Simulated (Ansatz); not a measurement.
# Dielectric function and optical constants of BN (Qingsongite), part 2 of 2

What colour and refractive index does BN (Qingsongite) have at this level of theory?

Ansatz 0.2.0; DFT, PBE, plane-wave PAW, default files, scalar-relativistic, independent-particle optical response without local fields.

So far. Step 2 (Ground state and bands): There is a gap, 4.47 eV on the path, so no carriers' term is needed. The cell is left with a pressure of 3.0 GPa, as it stands unrelaxed at this level.

## 3. Spectrum (continued)

Table of reflectivity at normal incidence, any direction by photon energy; read off at these points:

| photon energy (eV) | reflectivity at normal incidence, any direction (%) |
| --- | --- |
| 0.0 | 13.6 |
| 1.0 | 13.7 |
| 2.0 | 13.9 |
| 3.0 | 14.4 |
| 4.0 | 15.0 |
| 5.0 | 16.0 |
| 6.0 | 17.4 |
| 7.0 | 19.4 |
| 8.0 | 22.6 |
| 9.0 | 30.1 |
| 10.0 | 34.8 |
| 11.0 | 37.0 |
| 12.0 | 49.6 |
| 12.4 | 54.4 |
| 13.0 | 50.8 |
| 14.0 | 41.2 |
| 15.0 | 47.6 |
| 16.0 | 50.1 |
| 17.0 | 50.5 |
| 18.0 | 52.6 |
| 19.0 | 51.1 |
| 20.0 | 46.8 |

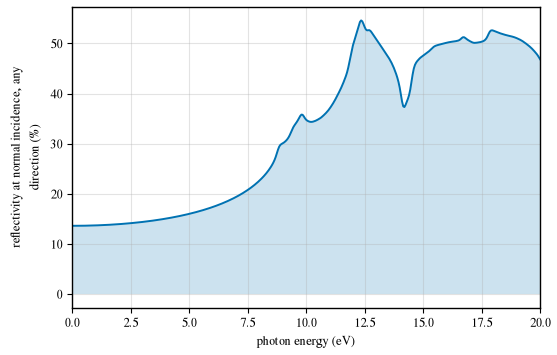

Reflectivity at normal incidence, any direction, plotted against photon energy.

At chosen wavelengths:

| wavelength (nm) | n | k | R (%) | 1/α |
| --- | --- | --- | --- | --- |
| 1064 | 2.18 | 0.000 | 13.7 | over 1 mm |
| 800 | 2.18 | 0.000 | 13.8 | over 1 mm |
| 633 | 2.19 | 0.000 | 13.9 | over 1 mm |
| 532 | 2.20 | 0.000 | 14.1 | over 1 mm |
| 405 | 2.22 | 0.000 | 14.4 | over 1 mm |
| 248 | 2.33 | 0.000 | 16.0 | over 1 mm |
| 193 | 2.48 | 0.000 | 18.1 | over 1 mm |

A film 1 µm thick would pass 75 % of daylight and look colourless, dimmed by reflection in transmission (x = 0.313, y = 0.330).

The f-sum over the summed bands holds 6.6 of the cell's 8 electrons outside the frozen cores, 2 of which lie in bands more than 12 eV below the Fermi level, whose transitions come at higher energies. Up to 20 eV the strength has a mean oscillator energy of 12.8 eV, close to the main peak.

## 4. Static response with local fields

A static field by perturbation theory: the induced potential is included, and the Born charges come with it.

This step: DFT, PBE, plane-wave PAW, default files, scalar-relativistic, static field response by perturbation theory with local fields (Ansatz 0.2.0).

input.yaml reads:

```yaml
crystal:
  lattice:
    - [0.0, 1.8075, 1.8075]
    - [1.8075, 0.0, 1.8075]
    - [1.8075, 1.8075, 0.0]
  atoms:
    - { symbol: "N", position: [0.75, 0.75, 0.75] }
    - { symbol: B, position: [0.0, 0.0, 0.0] }
kpoints:
  mp_grid: { grid: [11, 11, 11] }
scf:
  occupations: { method: fixed }
hamiltonian:
  xc: pbe
  pseudopotentials: { kind: paw }
dielectric: {}
```

The run is started by

```console
$ ansatz run input.yaml --threads 4 --pin off --max-ram 8192MiB --backend cpu --events-out ev --progress --plain --runs-dir out
```

Numbers of over 12 decimals in the logs are rounded to 6 here.

Log:

```text
[...]
Crystal: 2 atoms, lattice volume = 11.810 Å³
Basis set: ecut = 420 eV, 259 PW (Γ), exchange–correlation on 36×36×36 points (8 copies of the dense FFT grid, shifted against one another)
Bands: 8, of which v1, the nominal top of the filled ones, is band 4 counted from 1 (3 counted from 0)
Symmetry: 24 space group operations
k-points: 216 of 1331 (irreducible under 4 space group operations, time reversal used)
[...]
SCF iter   1: F=—  HF=-542.274733 eV  |F-HF|=—  |Δ(HF+E_count)|=         —  Δρ=1.55e-3  dr2=1.43e-4  ethr=1.77e-3  ⟨swp⟩=3.9  Hψ=9819  notcnv=0  defer=359
[...]
SCF iter   6: F=-542.274914 eV  HF=-542.274914 eV  |F-HF|=6.03e-12  |Δ(HF+E_count)|=   4.07e-9  Δρ=6.68e-7  dr2=2.06e-11  ethr=1.25e-12  ⟨swp⟩=2.1  Hψ=7541  notcnv=0
SCF 1 converged in 6 iterations: F = -542.274914 eV  dr2 = 2.06e-11
[...]
DFPT response loops at Γ: preconditioner auto → none (the input reference at scf.mixing.eps_inf says where Resta's filter doesn't serve); β = 0.50; Broyden in place of MSR1
SCF converged after 6 iterations
Free energy (F): -542.274914 eV
[...]
Internal energy: -542.274914 eV  (E = F + TS)
E sigma→0 (E₀):  -542.274914 eV
Fermi energy:    11.179542 eV
[...]
--- Band table (eV; the first three rows and the last of 216) ---
[...]
--- Dielectric response (ions clamped): 1 representative field direction + reference, on 216 of 1331 k-points (Σ response iterations 6) ---
  k mesh reduced under 4 symmetry operations, with k and −k counted as one. Each operation leaves every solved perturbation unchanged. A smaller set is not considered because the run solves the response to a homogeneous field
  ε∞ (high-frequency dielectric tensor):
        4.605597     0.000000    -0.000000
       -0.000000     4.605597    -0.000000
        0.000000     0.000000     4.605597
  Born effective charges Z* (e; rows j = field, columns β = displacement):
    site 0:
        -1.91049    0.00000   -0.00000
        -0.00000   -1.91049    0.00000
        -0.00000   -0.00000   -1.91049
    site 1:
         1.91049   -0.00000    0.00000
         0.00000    1.91049   -0.00000
         0.00000    0.00000    1.91049
  Z* charge neutrality: 5.855e-6 e pre-enforcement
  k-mesh period / interband length: 28.1 Å / 1.29 Å = 21.81 at k = (0.0000, 0.0000, 0.0000), direct gap 8.831 eV — 14 or more, which is no proof of convergence
```

Wall time 1.8 s (4 threads of AMD EPYC 9R14 (Zen 4), shared host); peak memory 0.45 GiB.

This step gave:

| Item | Value |
| --- | --- |
| electronic dielectric constant ε∞, mean over x, y and z (by symmetry where fewer were run) | 4.606 |

ε∞ with local fields:

```
4.61 0.00 0.00
0.00 4.61 0.00
0.00 0.00 4.61
```

Diagonal elements. Born, by row:

```csv
atom,Z*xx (e),Z*yy (e),Z*zz (e)
N1,-1.91,-1.91,-1.91
B2,1.91,1.91,1.91
```

Mean Born charges are N -1.91 and B +1.91, against formal valences of -3 and +3. They fall short of the ionic values, as in covalent bonds.

## 5. Results

* gap on the path: 4.47 eV
* least direct gap on the path: 8.83 eV
* electronic dielectric constant ε∞, mean over x, y and z (by symmetry where fewer were run) (independent particles): 4.71
* absorption onset, first axis (α over 10⁴ cm⁻¹, or the direct gap if that lies higher): 8.83 eV
* main peak of Im epsilon, first axis: 12.0 eV
* electronic dielectric constant ε∞, mean over x, y and z (by symmetry where fewer were run) (static response with local fields): 4.61

In words: At this level (PBE, independent particles) BN has ε∞ = 4.71 (4.61 with local fields) and n = 2.17 at 1550 nm; absorption sets in near 8.8 eV, and Im ε peaks at 12.0 eV. The gap is indirect (4.47 eV), so absorption without phonons can begin only at the direct gap of 8.83 eV. Lines 0.1 eV wide carry a tail of absorption under the direct gap, past the threshold already at 8.72 eV. Absorption passes 10⁴ cm⁻¹ from the direct gap on, 8.83 eV, in the ultraviolet, so the visible is passed. Distinct maxima of Im ε, read by a parabola through the highest points, lie at 12.01 eV (18) and 14.53 eV (7.2). The f-sum over the summed bands holds 6.6 of the cell's 8 electrons outside the frozen cores, 2 of which lie in bands more than 12 eV below the Fermi level, whose transitions come at higher energies. Up to 20 eV the strength has a mean oscillator energy of 12.8 eV, close to the main peak. A film 1 µm thick would pass 75 % of daylight and look colourless, dimmed by reflection in transmission (x = 0.313, y = 0.330). With local fields and the functional's kernel the static response is 4.61 against 4.71 for independent particles (-2 %). In the base spectrum excitons and phonon-assisted transitions are missing, and so are local fields; PBE gaps are as a rule too small, which pulls the onset down and ε∞ up. In the base run ε includes the program's bounded estimate of what the bands above those summed add.

[Logs are printed without paths, hosts, clocks, repeated set-up lines and the standing remarks that a program may print on its own settings, such as how far it seeks lower states.]

[Hosts, paths, dates, database ids (printed as entryN), source tags and the programs' standing remarks are cut or masked in the printed files.]
